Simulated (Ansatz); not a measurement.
System: Ge.

```
CELL_PARAMETERS angstrom
2.95088 0.00000 0.00000
0.00000 2.95088 0.00000
0.00000 0.00000 4.48470
ATOMIC_POSITIONS crystal
Ge 0.00000 0.00000 0.00000
Ge 0.50000 0.50000 0.50000
```

Space group I4/mmm; a structure generated by program, which may or may not match a known phase.

These are results of DFT PBE, scalar-relativistic, plane waves, PAW (Ansatz 0.2.0), not measurements.

Predict the valence pseudo-density and electron localisation function between the atoms.

Answer. Ge–Ge (2.95 Å): the density is about 0.2 e/Å³ at the midpoint; the ELF is about 0.40 at the midpoint.

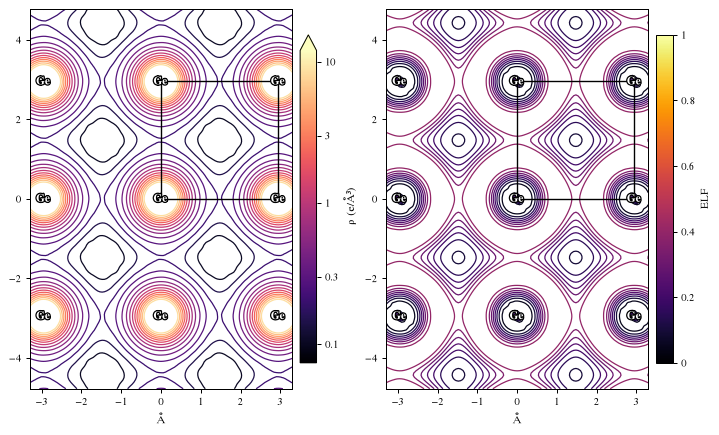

Computed valence pseudo-density and electron localisation function on the (001) plane of the conventional cell, in this order. 

Core electrons are frozen (PAW), and the valence fields are smoothed inside the atomic spheres.
